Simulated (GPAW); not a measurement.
GaN (P6_3mc): refractive index against wavelength

The refractive index of GaN (P6_3mc) along x below the direct gap (1.94 eV on the mesh) is read from one computed spectrum, n = √(Re ε). x, y and z are the Cartesian axes of the input cell.

It takes space group P6_3mc (No. 186, hexagonal). Conventional cell: a = 3.180 Å, b = 3.180 Å, c = 5.166 Å, α = 90.00°, β = 90.00°, γ = 120.00°. Ga on site b is surrounded by 4 N at 1.94 to 1.95 Å. Around N on site b lie 4 Ga at 1.94 to 1.95 Å.

Method: GPAW 26.7.0, PBE, RPA, k-mesh 12×12×6, local fields up to 50 eV, Lorentzian half width 0.15 eV.

Launch of the response step: `OMP_NUM_THREADS=1 python df.py`. The run took 98 s, its band step included, on 1 thread of Arm Neoverse V1, with other jobs on the host.

| wavelength (nm) | photon energy E (eV) | n |
| --- | --- | --- |
| 3000 | 0.413 | 2.3680 |
| 2000 | 0.620 | 2.3754 |
| 1550 | 0.800 | 2.3846 |
| 1310 | 0.946 | ? |
| 1064 | 1.165 | 2.4139 |

In the single-oscillator model n² − 1 = E₀E_d/(E₀² − E²), so 1/(n² − 1) = E₀/E_d − E²/(E₀E_d) is linear in E².

Working, on the rows shown:

| x = E² (eV²) | y = 1/(n² − 1) |
| --- | --- |
| 0.170801 | 0.217041 |
| 0.384302 | 0.2154 |
| 0.639837 | 0.213387 |
| 1.35784 | 0.207172 |

Means: x̄ = 0.6382, ȳ = 0.21325. Σ(x − x̄)(y − ȳ) = -0.006692, Σ(x − x̄)² = 0.8008. Slope = -0.006692 / 0.8008 = -0.008356; intercept = ȳ − slope · x̄ = 0.21858. Turned back into n, the line misses the rows shown by at most 0.0007.

Q: Fill in the last column of the withheld row.

A: At x = 0.89576 the line gives y = 0.2111, that is 2.3952. The run gave 2.3945, so the interpolation is off by 0.00073, 1.6 % of the range in the table.

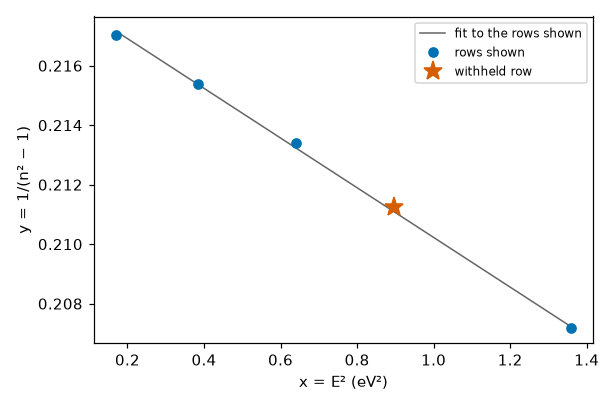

Refitted with all rows, the slope is -0.008318 and the intercept 0.21859. These give E₀ = √(intercept/−slope) = 5.13 eV and E_d = E₀/intercept = 23.5 eV; E₀ is 2.6 times the direct gap. The electronic limit at long wavelengths, without lattice vibrations, is n = √(1 + 1/intercept) = 2.361. The cell comes from an older database entry, whose edges can be off by a per cent or so. Excitons are left out; PBE gaps are as a rule too small. The values come from a sum over the points of one k-mesh and carry its error, which grows as the direct gap shrinks. Spin-orbit coupling is left out.
